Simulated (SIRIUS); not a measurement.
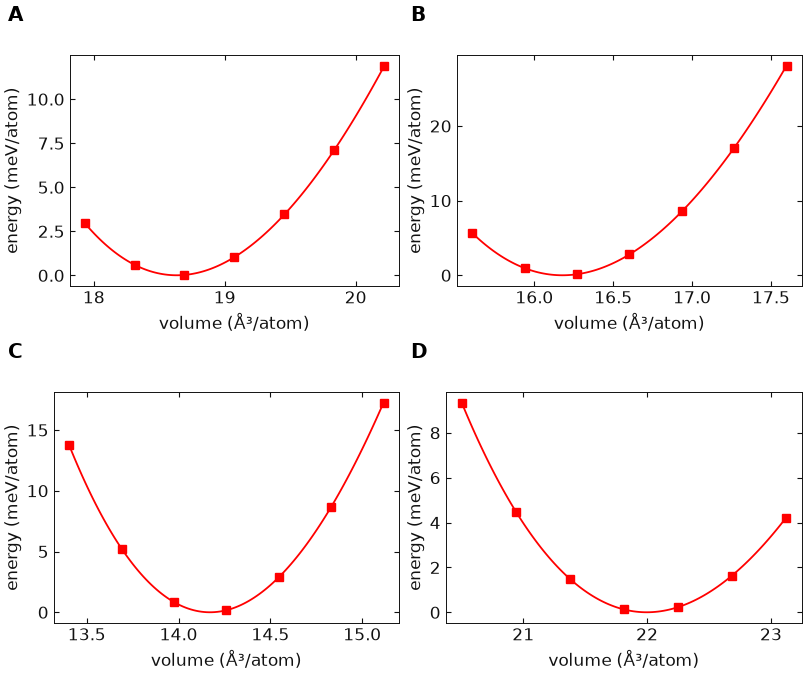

Each panel shows the energy against volume for one of these solids: Al, Fm-3m (No. 225); BeS, F-43m (No. 216); KF, Fm-3m (No. 225); NaCl, Fm-3m (No. 225).

Computed with SIRIUS 7.10.0: plane-wave DFT, no spin polarisation; energies at scaled volumes of the given cell, shape and fractions fixed, counted from the fit's minimum, third-order Birch-Murnaghan fit. Level: PBEsol.

> Which panel belongs to which solid?

A is KF (energy from 0.02 meV/atom to 11.90 meV/atom, V0 18.63 Å³/atom, B0 33.2 GPa); B is Al (energy from 0.14 meV/atom to 28.08 meV/atom, V0 16.18 Å³/atom, B0 84.1 GPa); C is BeS (energy from 0.17 meV/atom to 17.23 meV/atom, V0 14.17 Å³/atom, B0 97.2 GPa); D is NaCl (energy from 0.13 meV/atom to 9.34 meV/atom, V0 22 Å³/atom, B0 25.8 GPa).
